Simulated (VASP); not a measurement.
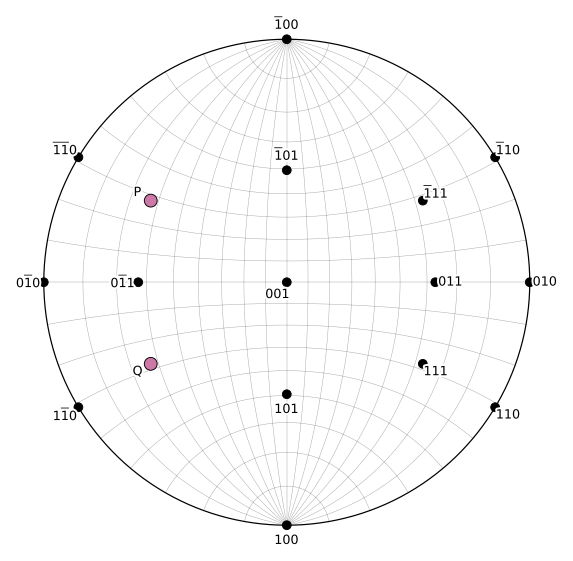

Stereographic projection of plane normals (upper hemisphere) centred on (0 0 1). Crystal: HfO2, the geometry relaxed with VASP Kohn-Sham DFT of a periodic cell, PBE, VASP PAW PBE potentials, recommended in VASP. All values are computed from the atomic coordinates in the standard setting (tolerance 0.002 Å).

a = 5.552 Å, b = 3.331 Å, c = 6.500 Å, α = 90.00°, β = 90.00°, γ = 90.00°.

Q: Index the poles marked P, Q.

A: P is (−1 −1 1), 66.3° from the centre; Q is (1 −1 1), 66.3° from the centre.

Q: What is the angle between the normals of (−1 −1 1) and (0 −1 1), and what are their d_hkl = 1/|g|?

A: 28.1°; d = 2.615 Å and 2.964 Å.
